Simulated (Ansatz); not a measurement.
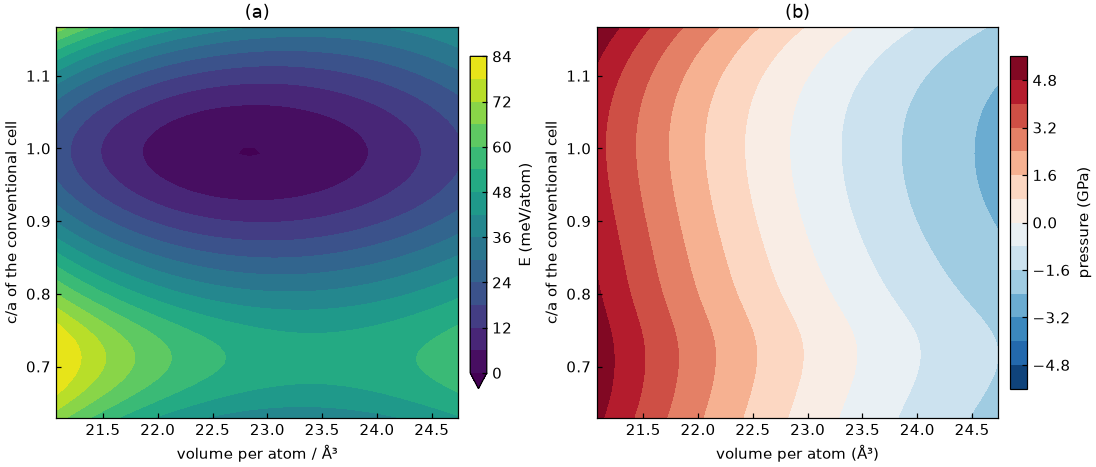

Cd (Fm-3m, No. 225; 1 atom in the cell). The energy is mapped over volume and the cell's shape. First axis: volume per atom. Second axis: c/a of the conventional cell. Nothing is relaxed (symmetry fixes all fractional coordinates). The scan uses a 7 × 9 grid. Points are written as (first, second). All energies are given in meV/atom relative to the lowest grid point. The calculation used DFT PBE, scalar-relativistic, plane waves, PAW (Ansatz). Settings: cutoff 420 eV, k-mesh 18×18×18, gaussian smearing 0.15 eV, no spin polarisation.

Panel (a) is the energy; panel (b) is the computed pressure, in GPa.

In the figure: filled contours. Between grid points the surface is interpolated.

**How does the pressure vary over the map, and what is it at the lowest grid point?**

It runs from −2.6 GPa at (24.74 Å³, 1.000) [fcc] to 5.5 GPa at (21.07 Å³, 1.167). At the lowest grid point, (22.91 Å³, 1.000) [fcc], it is −0.1 GPa. The pressure is minus the slope of the energy with volume, so it vanishes at the true minimum, which need not be a grid point.
